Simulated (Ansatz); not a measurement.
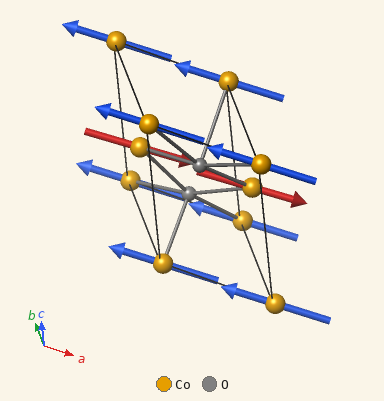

Ball-and-stick representation of a periodic structure, projected from a general direction. One cell (the run's own, in a reduced setting) is outlined, and atoms on its boundary appear in each equivalent place. Arrows are the site magnetic moments above 0.25 μB (those induced on non-metal atoms are left out); longer means larger, in their computed directions (spin part only); red points roughly along the largest moment (counted as +), blue roughly against it and purple across it.

This is a metastable state, 2 meV/atom above the lowest found for CoO. All computed values are from Ansatz 0.2.0, DFT, PAW plane waves, PBE, spin-orbit. Settings: plane-wave cutoff 420 eV, k-points about 0.36 Å⁻¹ apart, Gaussian smearing of 0.079 eV, spinor wavefunctions.

Q: What do the arrows say about the order?

A: Antiferromagnetic (within this cell). Site moments: 1 Co +2.3 μB and 1 Co −2.3 μB. The net spin moment of the whole cell is 0.1 μB.

This is a known structure type with the cell strained and the atoms shaken on purpose, not relaxed. A calculation with Ansatz used it as input.

At this level of theory the cell isn't at rest (stretched, at -4 GPa and forces up to 1.3 eV/Å), so its distances can differ from those at equilibrium, the more so the softer the solid, and its magnetic state may change on relaxation.
